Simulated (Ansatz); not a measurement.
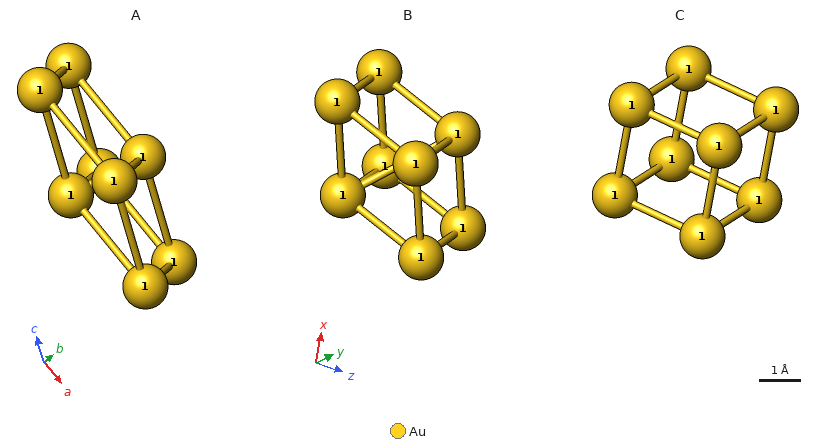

Frames of a one-coordinate scan of crystalline Au (Im-3m). x, y and z are the Cartesian axes of the input. The picture is a ball-and-stick view of the cell of the calculation, seen slightly off an axis.

The calculation used DFT PBEsol, scalar-relativistic, plane waves, PAW in Ansatz. Set-up: plane-wave cutoff 420 eV; k-point mesh 22 × 22 × 22; occupations gaussian; smearing width 0.15 eV; no spin polarisation. Energies (free energies at the smearing named) are counted from the cell as listed in its source, which wasn't relaxed.

What is being scanned?

Answer. The ratio of the cell's length along [111] to its lengths across, counted as 1 for the reference, is changed at fixed volume (a trigonal path), with the atoms kept at their fractional coordinates. In the frames the relative ratio is 0.60 (A), 1.20 (B), 2.00 (C). Their energies are 4177 meV/atom, 57 meV/atom, 261 meV/atom.
